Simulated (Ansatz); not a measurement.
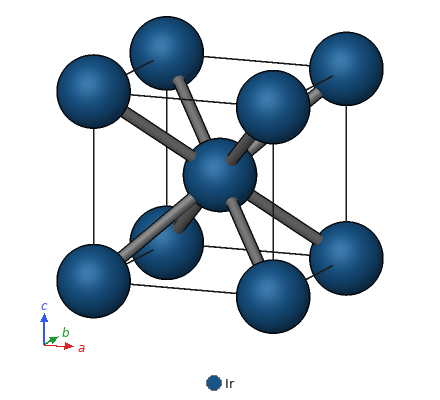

Ir (Im-3m, No. 229): a calculation's starting geometry; the starting structure was generated, so it need not be a known form of this composition.

```cif
data_structure
_symmetry_space_group_name_H-M 'P 1'
_symmetry_Int_Tables_number 1
_cell_length_a 3.0478
_cell_length_b 3.0478
_cell_length_c 3.0478
_cell_angle_alpha 90.000
_cell_angle_beta 90.000
_cell_angle_gamma 90.000
_cell_volume 28.31
loop_
_atom_site_label
_atom_site_type_symbol
_atom_site_fract_x
_atom_site_fract_y
_atom_site_fract_z
_atom_site_occupancy
Ir1 Ir 0.00000 0.00000 0.00000 1
Ir2 Ir 0.50000 0.50000 0.50000 1
```

> What will a HAADF-like image along [001] show? The image is simulated as a sum over atoms of Z^1.8, blurred by a 1.26 Å probe (no channelling). The probe carries 25 % of its weight in a tail 2.5 times as wide.

The columns repeat on a square net with a repeat of 2.16 Å (plane group p4mm). All columns are alike (Ir). The shortest distance between visible columns is 2.16 Å in projection. Along the beam the structure repeats every 3.05 Å.

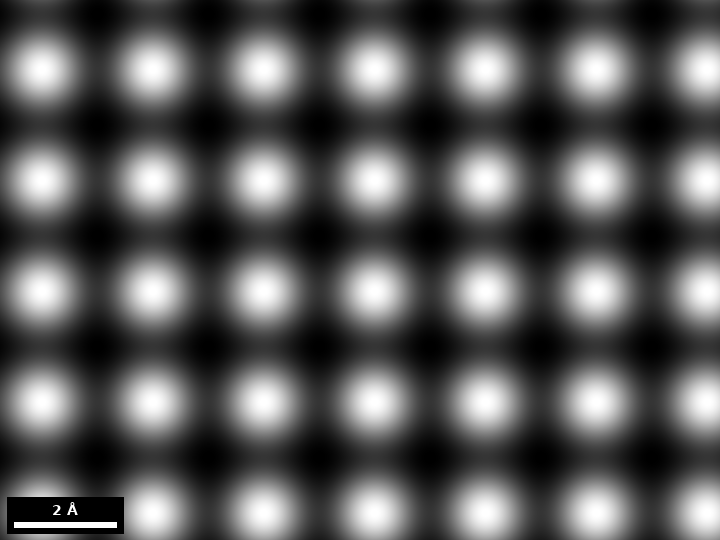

The simulated image.
